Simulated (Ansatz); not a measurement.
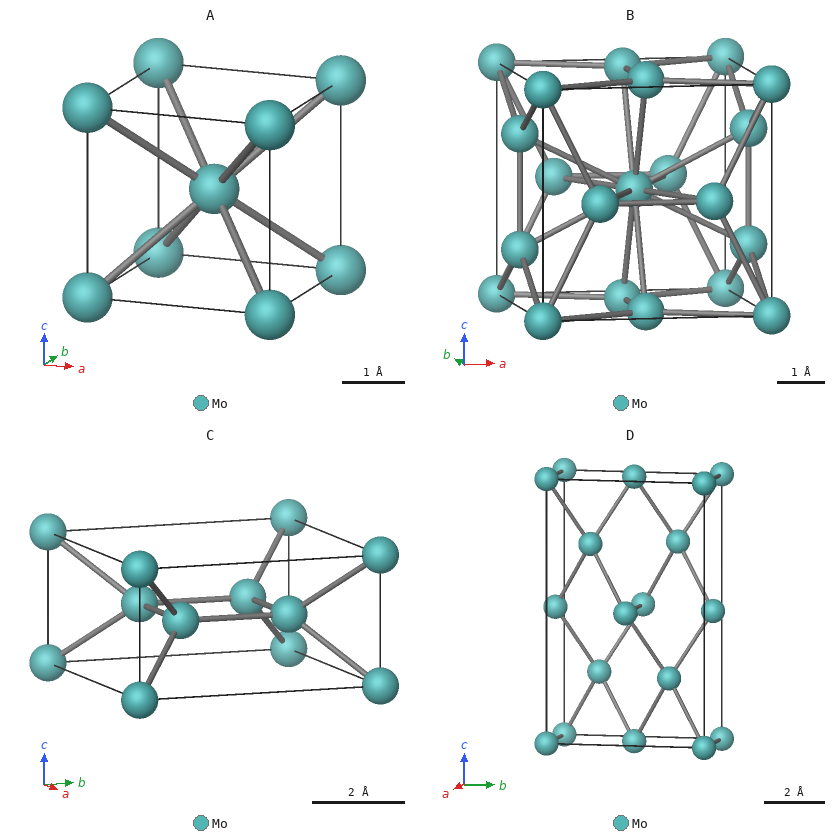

Four structures of Mo, each relaxed to rest (conventional cells in solid outline, small ones repeated, each panel with its own scale). Method: DFT PBE, scalar-relativistic, plane waves, PAW (Ansatz 0.2.0), without spin polarisation.

> What are the structures shown?

A: body-centred cubic (W type), Im-3m; B: β-tungsten (A15) type, Pm-3n; C: 5 atoms a cell on a primitive tetragonal lattice, P4/mmm; D: 8 atoms a cell on a face-centred orthorhombic lattice, Fddd.

> Which of these is lowest in energy, and how far above it do the others lie?

A, then B (+109 meV/atom), D (+245 meV/atom) and C (+1189 meV/atom), energies at zero smearing.

> Collect the results in a table.

| panel | structure | E − E(lowest) (meV/atom) | volume (Å³/atom) | gap (eV) |
| --- | --- | --- | --- | --- |
| A | Im-3m | 0 | 15.8 | metal |
| B | Pm-3n | 109 | 16.0 | metal |
| D | Fddd | 245 | 16.1 | metal |
| C | P4/mmm | 1189 | 18.4 | metal |

Some of these may be structure types tried for this composition rather than known phases, and the most stable form need not be among them. Gaps are taken on the k-mesh or band path of each run.
